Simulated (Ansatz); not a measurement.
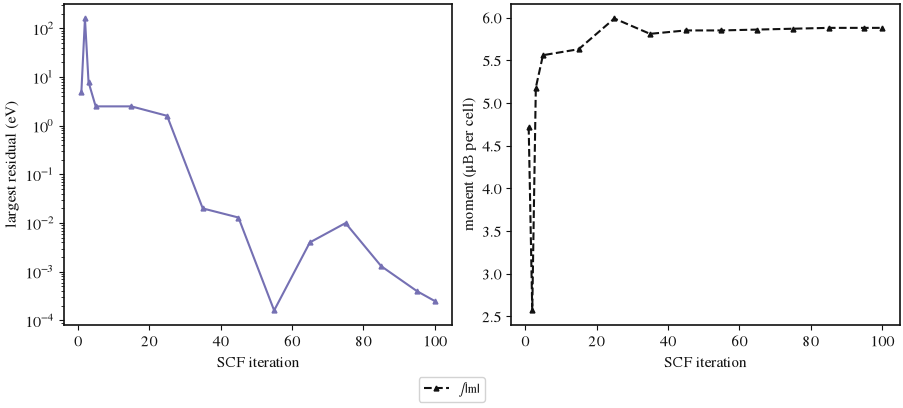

Plot: SCF iterations of a calculation: largest residual, magnetic moments. Co (P6_3/mmc, 2 atoms in the cell); Ansatz, DFT, PBE, norm-conserving potentials, plane waves, scalar-relativistic; cutoff 1306.15 eV, 1×1×1 k-mesh, Fermi–Dirac smearing of 0.05 eV, non-collinear spins. Setting under test: default search for lower states. Only some iterations were kept.

The run gave up at step 100 without converging. The residual first shoots up to about 160 before step 2. It is still falling at the last step (down to 2.5 × 10⁻⁴). The residual starts near 5 and ends near 3 × 10⁻⁴ eV. The integral of |m| goes from 4.7 to 5.9 μB per cell, with excursions between 2.6 and 6.0 on the way, though in an unconverged run this needn't be final.
